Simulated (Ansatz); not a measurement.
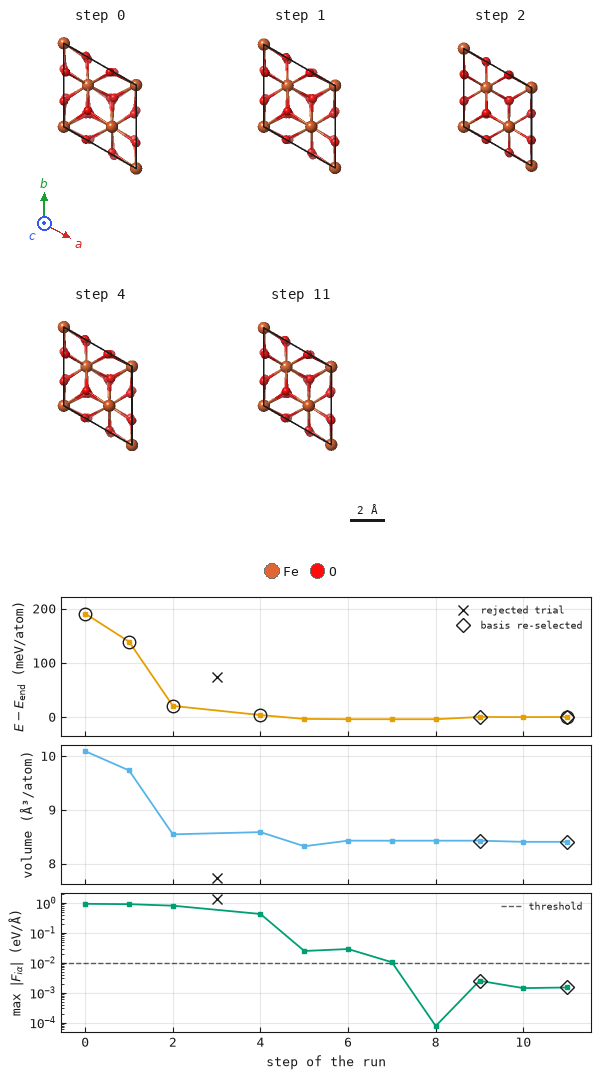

Frames of a relaxation of a crystal of Fe$_{2}$O$_{3}$ (set up in R-3c), marked on the history of the run. A ball-and-stick model of the conventional cell (3 times the calculation's cell), seen along the c axis. Lengths and directions refer to the drawn axes.

The run lets cell and atoms move.

Computed with Kohn-Sham DFT of a periodic cell, PBEsol, Ansatz PAW (Ansatz 0.2.0).

Input
```yaml
crystal:
  lattice:
    - [2.519, 1.4543453281, 4.5906666667]
    - [-2.519, 1.4543453281, 4.5906666667]
    - [0.0, -2.9086906562, 4.5906666667]
  atoms:
    - { symbol: Fe, position: [0.3553, 0.3553, 0.3553], spin: 3.0 }
    - { symbol: Fe, position: [0.1447, 0.1447, 0.1447], spin: 3.0 }
    - { symbol: Fe, position: [0.6447, 0.6447, 0.6447], spin: 3.0 }
    - { symbol: Fe, position: [0.8553, 0.8553, 0.8553], spin: 3.0 }
    - { symbol: O, position: [0.5559, 0.25, 0.9441] }
    - { symbol: O, position: [0.25, 0.9441, 0.5559] }
    - { symbol: O, position: [0.9441, 0.5559, 0.25] }
    - { symbol: O, position: [0.4441, 0.75, 0.0559] }
    - { symbol: O, position: [0.75, 0.0559, 0.4441] }
    - { symbol: O, position: [0.0559, 0.4441, 0.75] }
hamiltonian:
  xc: pbesol
  pseudopotentials: { kind: paw }
magnetization:
  spin_polarized: true
kpoints:
  mp_grid: { grid: [7, 7, 7] }
scf:
  occupations: { method: fermi_dirac, width: 0.05 }
output:
  forces: true
  stress: true
  eigenvalues: true
  write_density: true
  write_potential: true
  elf: true
  volumetric_format: npy
relax:
  f_tol: 0.01
  max_steps: 40
  cell: { stress_tol: 0.05 }
```

Run as
```bash
ansatz run input.yaml --threads 4 --pin off --max-ram 11264MiB --backend cpu --events-out ev --progress --plain --runs-dir out
```

Question: Describe the path.

Answer: Over 8 accepted moves (11 points after the start) the energy falls by 191 meV per atom. Largest force component: 0.95 eV/Å at the start, 0.0015 eV/Å at the end. The pressure goes from −12.92 to −0.01 GPa. The line search rejected the trial step at point 3 of the run. The SCF was repeated twice at an unchanged geometry on a basis and grid sized afresh for the cell, which shifted the energy by 4.1 meV per atom at most. The largest moves relative to the cell, 0.13 Å, are those of Fe atoms. By element the largest moves are Fe 0.13 Å, O 0.04 Å. The drawn cell changes as follows: a = b 5.038 → 4.698 Å (−6.8 %), c 13.772 → 13.191 Å (−4.2 %); the volume changes by −16.7 %. Among the contacts that change: Fe–Fe 2.900 → 2.516 Å, Fe–O 2.116 → 1.938 Å, Fe–O 1.946 → 1.868 Å. Bond angles that change, for instance: O–Fe–O 162.2° → 169.5°, O–Fe–O 102.5° → 96.9°, Fe–O–Fe 86.5° → 80.9°. The space group stays R-3c (No. 167). From step 0 to 1: Fe atoms move most (0.05 Å), volume −3.6 %, energy −51.8 meV per atom. From step 1 to 2: Fe atoms move most (0.14 Å), volume −12.2 %, energy −119 meV per atom. From step 2 to 4: Fe atoms move most (0.09 Å), volume +0.5 %, energy −16.9 meV per atom. From step 4 to 11: Fe atoms move most (0.03 Å), volume −2.1 %, energy −3.6 meV per atom.

```csv
step,"E − E(0), meV/atom","largest force component, eV/Å","pressure, GPa","volume, Å³/atom",note
0,0.00,0.9474,-12.92,10.091,
1,-51.80,0.9238,-14.03,9.732,
2,-170.34,0.8213,-5.46,8.543,
3,-116.21,1.3431,33.34,7.733,rejected
4,-187.24,0.4332,-4.73,8.584,
5,-194.34,0.0250,3.63,8.322,
6,-194.89,0.0291,-0.04,8.426,
7,-194.90,0.0105,0.00,8.425,
8,-194.90,0.0001,0.00,8.425,
9,-190.77,0.0025,-0.75,8.425,"same geometry, new basis"
10,-190.97,0.0014,0.01,8.404,
11,-190.81,0.0015,-0.01,8.404,"same geometry, new basis"
```
